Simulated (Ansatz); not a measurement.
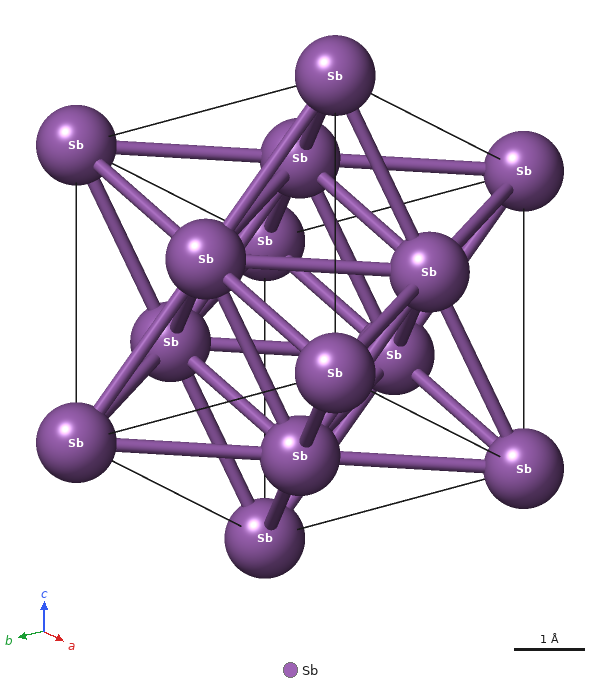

This is a crystal of Sb (set up in Fm-3m). The picture is a ball-and-stick view of the conventional cell (4 times the calculation's cell), seen from a free direction. Lengths and directions refer to the drawn axes.

Level of theory: DFT, LDA, PAW with Ansatz's default frozen-core files, scalar-relativistic in Ansatz. Settings: plane-wave cutoff 420 eV; k-point mesh 12 × 12 × 12; occupations fermi dirac; smearing width 0.05 eV; no spin polarisation.

Now this is done to it. All lengths are scaled by −1.4 % (volume −4.0 %), the atoms keeping their fractional coordinates. No relaxation follows.

Input
```yaml
crystal:
  lattice:
    - [0.0, 2.2738475325, 2.2738475325]
    - [2.2738475325, 0.0, 2.2738475325]
    - [2.2738475325, 2.2738475325, 0.0]
  atoms:
    - { symbol: Sb, position: [0.0, 0.0, 0.0] }
kpoints:
  mp_grid: { grid: [12, 12, 12] }
scf:
  occupations: { method: fermi_dirac, width: 0.05 }
hamiltonian:
  xc: lda
  pseudopotentials: { kind: paw }
output:
  forces: true
  stress: true
  eigenvalues: true
  efg: { contact_densities: true }
```

Predict the response.

Some distances before and after: Sb–Sb 3.260 → 3.216 Å. The space group stays Fm-3m (No. 225). Energy change: +33.9 meV per atom. Pressure: 3.8 GPa before, 7.6 GPa after. All forces vanish by symmetry.

The changed structure in the same view:

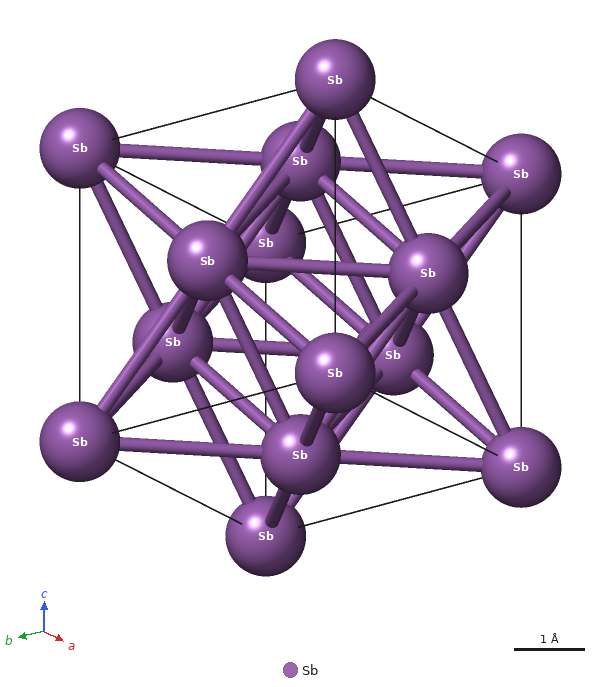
